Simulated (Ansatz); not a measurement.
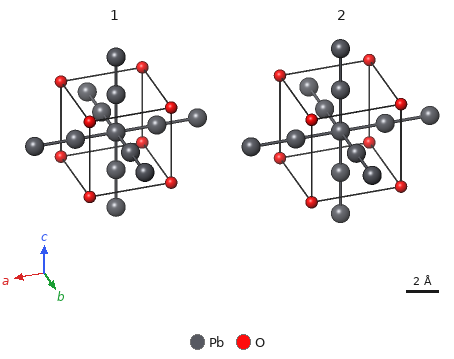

Two geometries of crystalline Pb4O (a generated structure, set up in Pm-3m) (coarse preliminary run), drawn at one scale. One is the start of a relaxation, the other its converged end. The picture is a ball-and-stick view of the cell of the calculation, seen from a free direction.

All numbers below come from DFT PBE, scalar-relativistic, plane waves, PAW (Ansatz 0.2.0). Settings: plane-wave cutoff 420 eV; k-point mesh 4 × 4 × 4; occupations gaussian; smearing width 0.1 eV; no spin polarisation; cell and atoms relaxed; force threshold 0.04 eV/Å; at most 70 steps.

Which one is relaxed?

Structure 2 is the relaxed one. The atoms keep their places relative to the cell (all moves are under 0.005 Å). The volume changes by +32.4 %, with a = b = c 5.417 → 5.949 Å (+9.8 %). Some distances before and after: Pb–Pb 2.709 → 2.974 Å. The space group stays Pm-3m (No. 221). After 4 accepted moves (6 points after the start) the energy has fallen by 321 meV per atom. All forces vanish by symmetry, so only the cell relaxes. Pressure: 12.85 GPa at the start and 0.10 GPa at the end. At 2 points the geometry stayed and the basis and grid were re-selected for the new cell (energy shift of 16.5 meV per atom at most each time).
